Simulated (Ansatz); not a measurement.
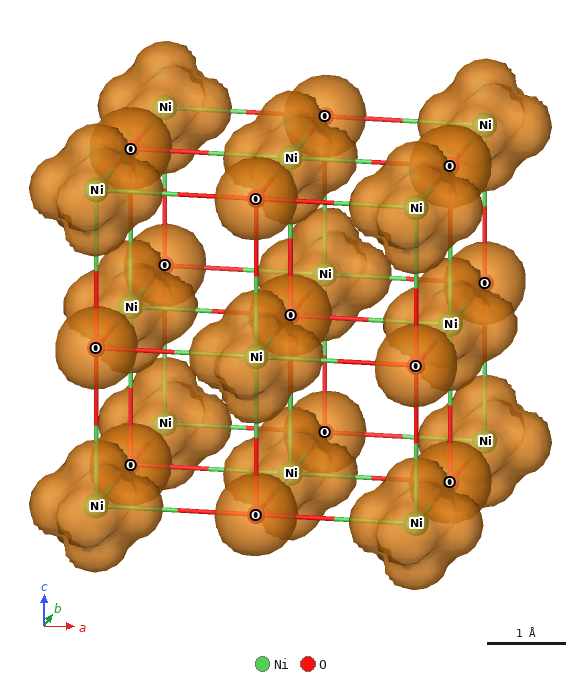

Figure. NiO. Isosurface of the spin density at +0.15 e/Å³ (orange), seen slightly off an axis. Sticks mark near contacts.

Space group Fm-3m; spin-polarised.

The calculation used Ansatz, DFT PBE, scalar-relativistic, plane waves, PAW.

Core electrons are frozen (PAW), and the valence fields are smoothed inside the atomic spheres.

```
CELL_PARAMETERS angstrom
4.21635 0.00000 0.00000
0.00000 4.21635 0.00000
0.00000 0.00000 4.21635
ATOMIC_POSITIONS crystal
Ni 0.00000 0.00000 0.00000
Ni 0.50000 0.50000 0.00000
Ni 0.50000 0.00000 0.50000
Ni 0.00000 0.50000 0.50000
O 0.50000 0.00000 0.00000
O 0.00000 0.50000 0.00000
O 0.00000 0.00000 0.50000
O 0.50000 0.50000 0.50000
```

Question: Describe the spin distribution.

Answer: The spin density sits on Ni: +1.5 μB (×4) in one cell of 8 atoms, with smaller moments on other sites: O (up to +0.29 μB): parallel main moments, as they must be, since the calculation's own cell holds one magnetic site. The cell of the calculation (2 atoms) carries 1.8 μB of net spin moment.
